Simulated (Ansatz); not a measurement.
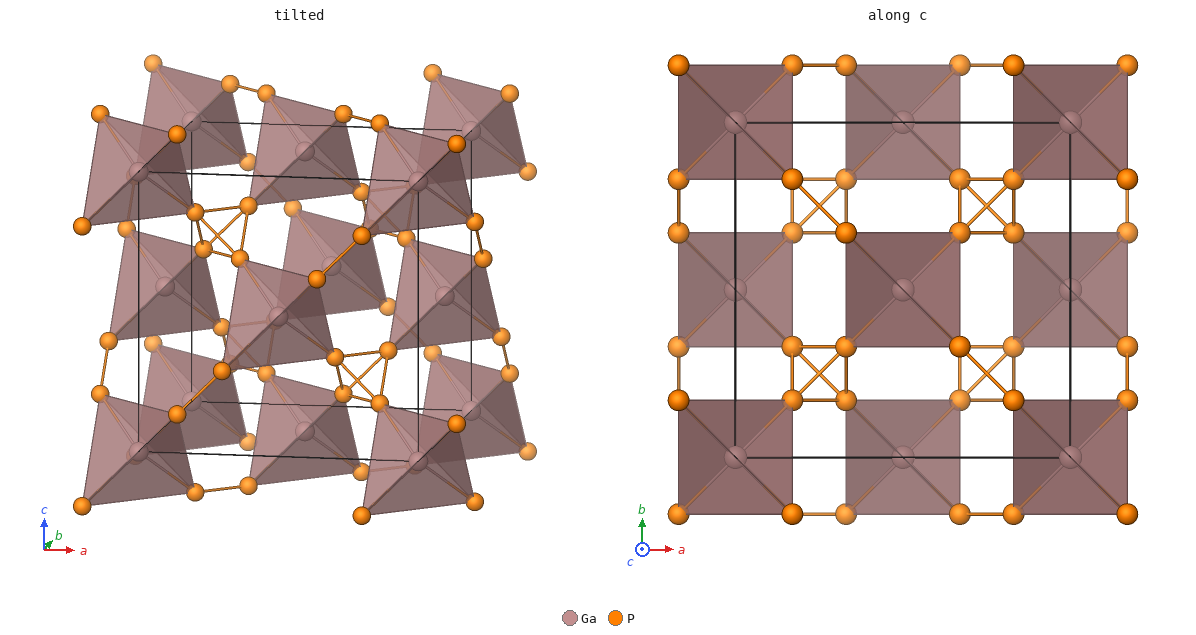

A polyhedral picture of a crystal structure, seen slightly off an axis and along the c axis. Lines trace the edges of the conventional unit cell. Some neighbours outside the box are added. Cell: a = 9.90 Å, b = 9.90 Å, c = 9.90 Å, α = 90.00°, β = 90.00°, γ = 90.00°.

Origin of the cell: a random cell made by a generator, so it need not be a real form of the compound. Earlier steps of the study, as a rule a relaxation of our own, may have changed the cell and positions, so they can lie some per cent off the listed ones. Ansatz was used for an electronic-structure calculation on it.

Caption:

The solid is GaP$_{4}$. Its lattice is face-centred cubic, its space group F-43m (No. 216). With Z = 4, the cell contains 4 Ga, 16 P. The polyhedra are GaP4 tetrahedra; they share no atoms with one another. The neighbours of Ga are four P in a tetrahedral arrangement at about 2.9 Å. The coordination shell of P holds three P and one Ga (about 2.2 Å to P, 2.9 Å to Ga). The bonds build a three-dimensional framework.

Calculation details: Ansatz, DFT PBE, scalar-relativistic, plane waves, PAW; a 420 eV plane-wave basis, k-points about 0.14 Å⁻¹ apart, Gaussian smearing of 0.1 eV, no spin polarisation.

Does it come out as a metal, or with a gap?

A metal: bands cross the Fermi level.

List the Bader charges.

Ga +0.39 e; P -0.10 e.

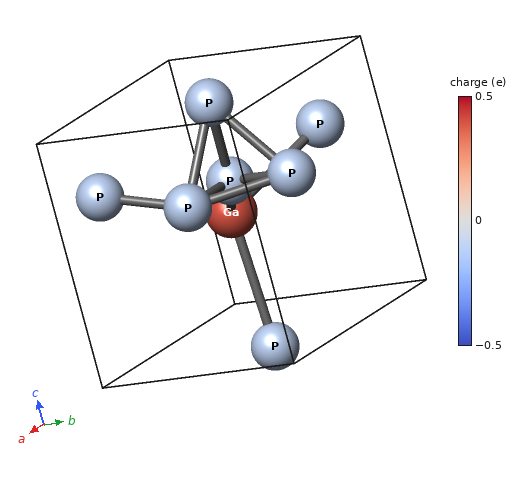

The atoms coloured by those charges. The run's cell of 5 atoms is drawn, so axes and origin can differ from the first picture.

Is this an equilibrium geometry for the method given?

Yes. The largest force is 0.02 eV/Å. The pressure is 0.0 GPa, close to zero.
